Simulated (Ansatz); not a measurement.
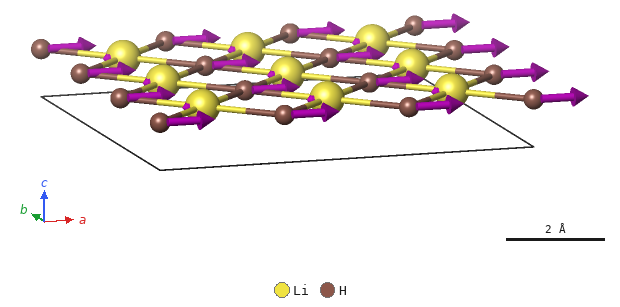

Phonons of a free-standing layer of LiH (a generated structure), space group P4/mmm (No. 123), at the zone centre. The optical levels lie at 799 (×2), 824 cm⁻¹. One mode is drawn. The purple arrows are the displacements of the atoms (eigenvector over the root of the mass), of arbitrary overall length and sign. The picture is a ball-and-stick view of the 3 × 3 repeat of the cell, outlined in the plane, without the vacuum, seen slightly off an axis.

The calculation used DFT PBE, scalar-relativistic, plane waves, PAW (Ansatz). (plane-wave cutoff 420 eV; k-point mesh 10 × 10 × 1; occupations fixed; no spin polarisation)

Frequencies are those without the non-analytic (LO–TO) term.

To which level does it belong?

Answer. The level at 799 cm⁻¹. This is the E_u mode (doubly degenerate; one member of the set is drawn), the lowest optical level, infrared-active by symmetry. The H sublattice moves against the Li sublattice, along a of the drawn cell; the kinetic energy is shared as H 87 %, Li 13 %.
